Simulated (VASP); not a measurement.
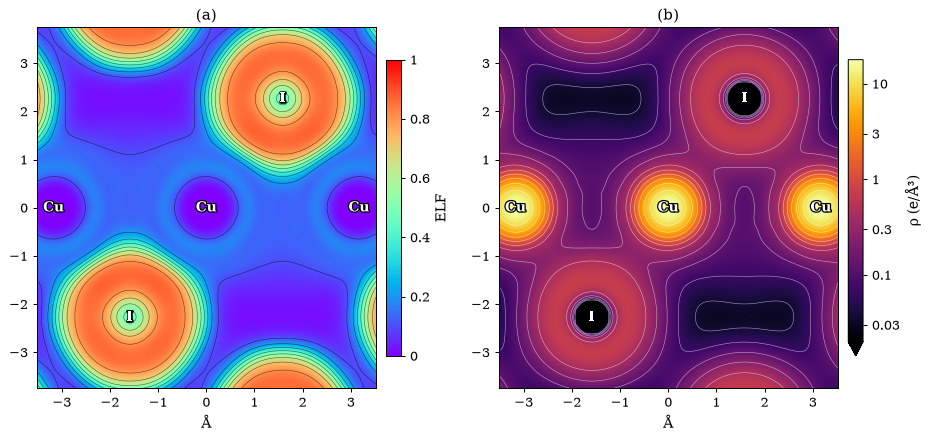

Figure 1: CuI. (a) ELF; (b) valence charge density (pseudo) on the (110) plane of the conventional cell.

Space group P6₃/mmc; a generated structure, not necessarily the stable one; changed on purpose from its base cell (biaxial xy strain -5.4%); computed pressure about 8 GPa in this cell.

Method: VASP 6.6.1, Kohn-Sham DFT of a periodic cell, PBE, VASP PAW PBE potentials, recommended.

In a PAW calculation such maps are meaningful between the atoms, not at the nuclei.

What does the map show?

Atoms in the plane: Cu and I. Cu–I (2.76 Å): ρ at the midpoint is about 0.31 e/Å³, with its minimum of 0.27 e/Å³ about 1.2 Å from Cu; the ELF is about 0.50 at the midpoint. Between the atoms the lowest density in this plane is 0.03 e/Å³.
